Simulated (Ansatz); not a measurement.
The calculation's input:

```
crystal:
  lattice:
    - [3.6045557009, 0.0, 0.0]
    - [-1.8022778505, 3.1216368064, 0.0]
    - [0.0, 0.0, 26.0366527709]
  atoms:
    - { symbol: O, position: [0.6666666667, 0.3333333333, 0.2697303696] }
    - { symbol: O, position: [0.0, 0.0, 0.3337127214] }
    - { symbol: Hf, position: [0.6666666667, 0.3333333333, 0.34113015] }
    - { symbol: O, position: [0.3333333333, 0.6666666667, 0.3926819099] }
    - { symbol: O, position: [0.6666666667, 0.3333333333, 0.4603371085] }
    - { symbol: Hf, position: [0.3333333333, 0.6666666667, 0.4666024864] }
    - { symbol: O, position: [0.0, 0.0, 0.5180757376] }
    - { symbol: O, position: [0.3333333333, 0.6666666667, 0.5855740333] }
    - { symbol: Hf, position: [0.0, 0.0, 0.591950865] }
    - { symbol: O, position: [0.6666666667, 0.3333333333, 0.6445788901] }
    - { symbol: O, position: [0.0, 0.0, 0.7339661798] }
    - { symbol: Hf, position: [0.6666666667, 0.3333333333, 0.7181780922] }
basis:
  ecutwfc: 420
kpoints:
  mp_grid: { grid: [9, 9, 1] }
  band_path:
    path:
      - [0.5, 0, 0]
      - [0, 0, 0]
      - [0.3333333333333, 0.3333333333333, 0]
      - [0.5, 0, 0]
    npoints: 12
hamiltonian:
  xc: pbe
scf:
  occupations: { method: gaussian, width: 0.05 }
  n_extra_bands: 30
output:
  forces: true
  eigenvalues: true
  populations: true
  fatbands: true
  write_density: true
  write_potential: true
  elf: true
  volumetric_format: npy
efield:
  axis: 3
  dipole_correction: true
  ramp_width: 0.04
```

Run with:

```sh
ansatz run input.yaml --threads 2 --pin off --max-ram 5632MiB --backend cpu --events-out ev --progress --plain --runs-dir out
```

Built by placing these elements on a known structure type.

These are results of DFT PBE, scalar-relativistic, plane waves, PAW in Ansatz, not measurements.

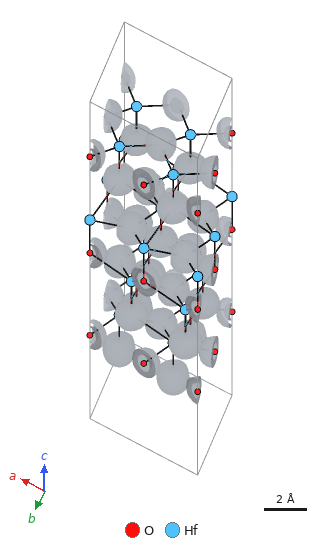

HfO$_{2}$ (slab). Isosurface of the ELF at 0.75 (grey), seen at an oblique angle. Only the valence region is drawn (cores and ρ < 0.01 e/Å³ removed). Sticks mark near contacts.

Question: Identify the bonds, lone pairs and shells in this picture.

Answer: At this value the surface marks out eight regions wrapped around O (the valence shell of each), counted in one cell of 12 atoms. Counts are for one cell; the picture repeats the cell along the surface. Profiles from the grid: Hf–O (1.86 Å): the ELF peaks at about 0.80 in the valence shell of O, 0.5 Å from its nucleus, and drops to about 0.30 between the two atoms; no shared electron pair shows on this line. Hf–O (1.92 Å): the ELF peaks at about 0.80 in the valence shell of O, 0.6 Å from its nucleus, and drops to about 0.25 between the two atoms; no shared electron pair shows on this line.

Question: Does the calculation give a band gap?

Answer: It is metallic or semimetallic at this level of theory: no gap opens.
